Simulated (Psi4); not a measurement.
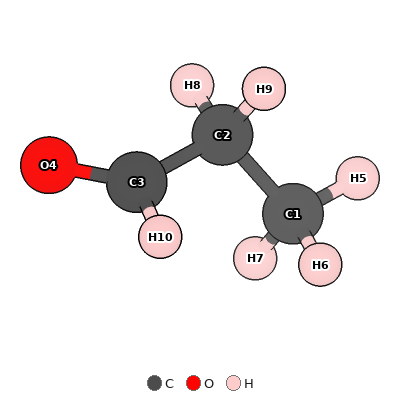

Structure of C₃H₆O, SMILES CCC=O.

Unscaled harmonic wavenumbers and double-harmonic intensities, BLYP/6-31G(d,p) (dispersion D4), Psi4, at a geometry relaxed at this level, isolated molecule.

> Predict the infrared spectrum.

The most intense lines lie at 1755.5 cm⁻¹ (153.0 km/mol), 2752.0 cm⁻¹ (141.8 km/mol) and 3045.7 cm⁻¹ (41.9 km/mol). It has no imaginary mode, so it is a minimum.

```csv
cm⁻¹,km/mol
72.7,3.6
210.4,0.8
318.9,2.0
490.9,9.1
738.3,2.8
849.1,11.5
892.5,17.8
976.6,4.7
1097.2,0.5
1123.1,11.5
1240.3,3.6
1286.2,0.3
1382.7,2.3
1396.7,2.3
1440.3,2.6
1478.2,5.9
1483.4,5.1
1755.5,153.0
2752.0,141.8
2942.2,13.3
2975.1,24.5
3027.0,2.5
3045.7,41.9
3052.6,23.0
```

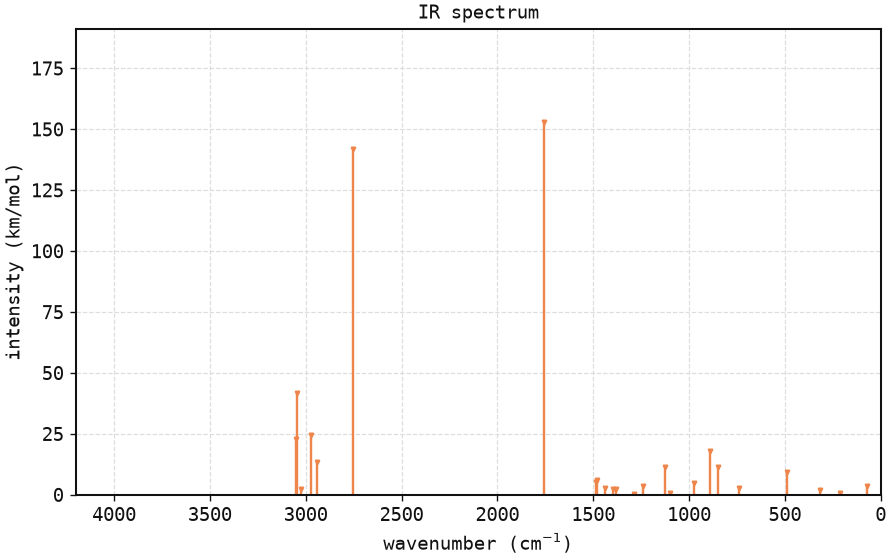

Known limits of this run: double-zeta basis; one conformer of a flexible molecule.
